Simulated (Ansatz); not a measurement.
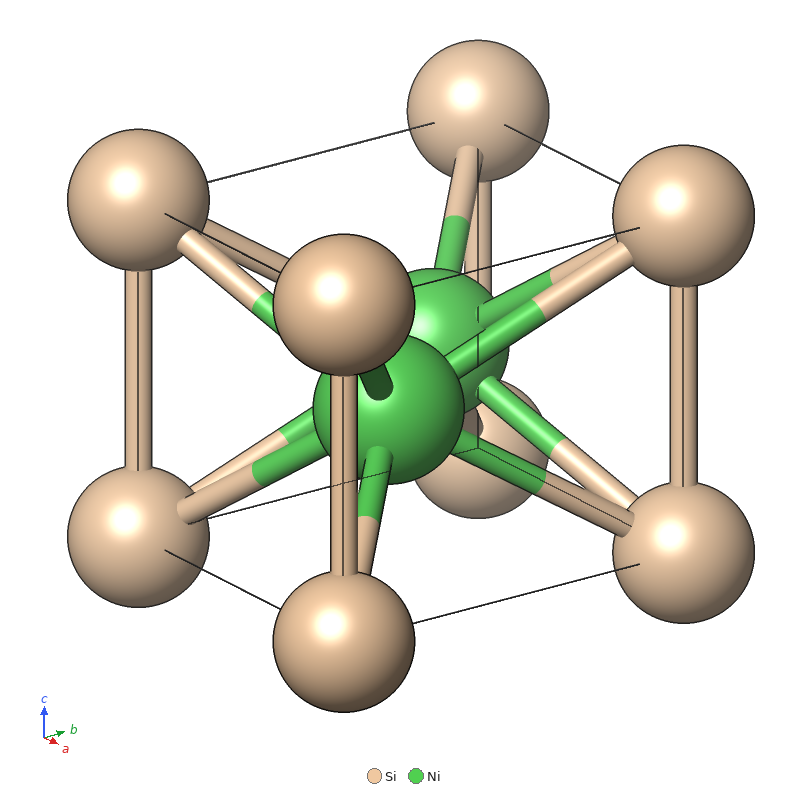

Drawn in the ball-and-stick manner and seen slightly off an axis. The frame is the conventional unit cell; atoms at its boundary are shown with their periodic copies.

Cell parameters: a = 3.917 Å, b = 3.917 Å, c = 2.446 Å, α = 90.00°, β = 90.00°, γ = 120.00°.

> What composition does the cell have?

SiNi$_{2}$. The cell holds 1 Si, 2 Ni, counting shared atoms by their share.

> State the space group and its number.

P6/mmm (No. 191), with Si on 1a and Ni on 2d.

> Name the structure type.

AlB₂ type.

The starting point was a textbook structure type filled with these elements (whether it is the usual form wasn't checked). This is the structure after a relaxation with DFT r2SCAN, scalar-relativistic, plane waves, PAW (Ansatz).
